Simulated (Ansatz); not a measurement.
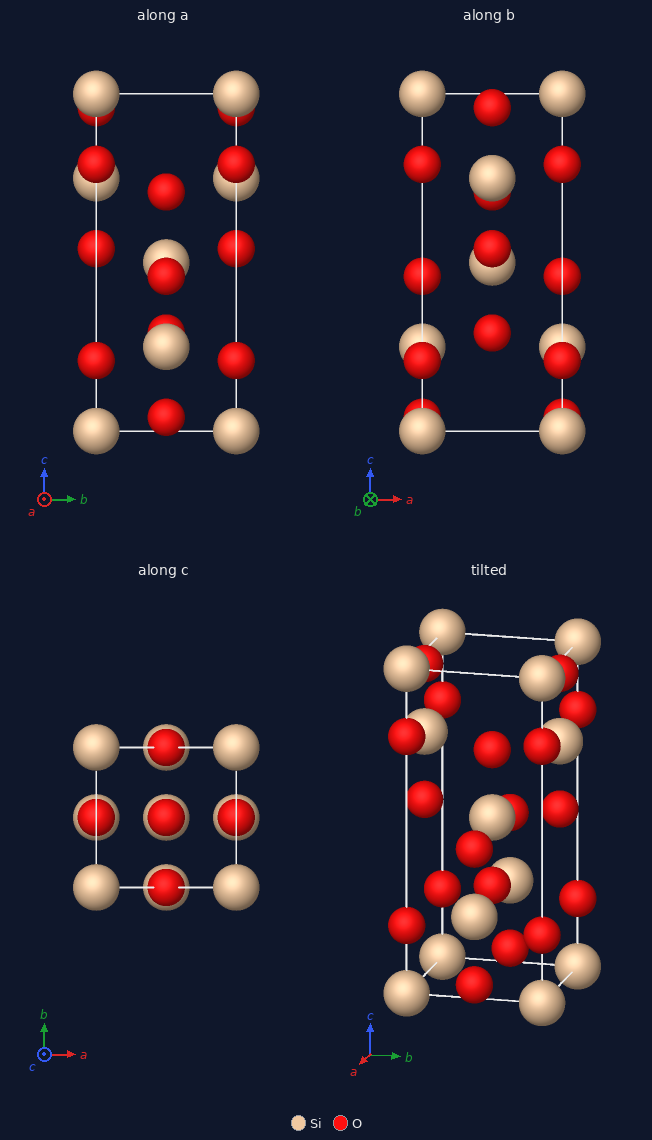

The image is a spheres-only drawing of a crystal, viewed along the a axis, along the b axis, along the c axis and slightly off an axis. The edges of the conventional unit cell are marked.

Lattice parameters: a = 3.490 Å, b = 3.490 Å, c = 8.406 Å, α = 90.00°, β = 90.00°, γ = 90.00°. Put a along x and b in the xy plane.

Question: Put the structure into a POSCAR file.

Answer:
```
Si O
1.0
     3.490    0.000    0.000
     0.000    3.490    0.000
     0.000    0.000    8.406
Si O
4 8
Direct
  0.0000 0.5000 0.2500
  0.0000 0.0000 0.0000
  0.5000 0.0000 0.7500
  0.5000 0.5000 0.5000
  0.0000 0.5000 0.0410
  0.5000 0.5000 0.2909
  0.0000 0.0000 0.2091
  0.0000 0.5000 0.4591
  0.5000 0.0000 0.5410
  0.0000 0.0000 0.7910
  0.5000 0.5000 0.7090
  0.5000 0.0000 0.9590
```

The initial geometry was a structure type filled with these elements by a generator (whether the compound takes this form wasn't checked). Earlier steps of the study may have refined or changed the cell and positions. It went into a calculation with Ansatz.
